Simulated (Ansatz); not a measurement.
System CoO (space group P6_3mc, No. 186); source of the atomic positions: the geometry relaxed with DFT PBEsol, scalar-relativistic, plane waves, PAW in Ansatz.

```yaml
crystal:
  lattice:
    - [3.05057, 0.00000, 0.00000]
    - [-1.52528, 2.64187, 0.00000]
    - [0.00000, 0.00000, 5.25320]
  atoms:
    - { symbol: Co, position: [0.33333, 0.66667, 0.00949] }
    - { symbol: Co, position: [0.66667, 0.33333, 0.50949] }
    - { symbol: O, position: [0.33333, 0.66667, 0.36551] }
    - { symbol: O, position: [0.66667, 0.33333, 0.86551] }
```

Describe the stacking along c, with columns A (0, 0), B (1/3, 2/3), C (2/3, 1/3) of the hexagonal mesh.

Co(B) – O(B) – Co(C) – O(C) (four layers in 5.25 Å).

O layers alone: BC, the hexagonal close-packed type.

Co: two tetrahedral sites, counted in one hexagonal cell.

Polytype symbol 2H, the symbol of a tetrahedral polytype (number of double layers in the repeat and lattice).

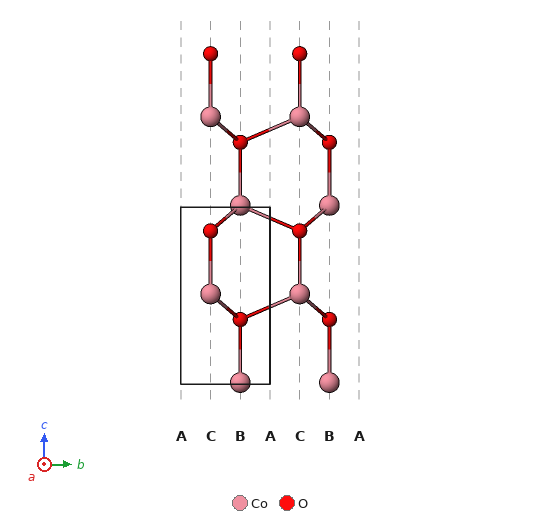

Projection along an edge of the hexagonal mesh, stacking direction c upwards. The dashed lines mark the three columns A (0, 0), B (1/3, 2/3) and C (2/3, 1/3). The sequence starts with the first layer at or above the cell's origin.
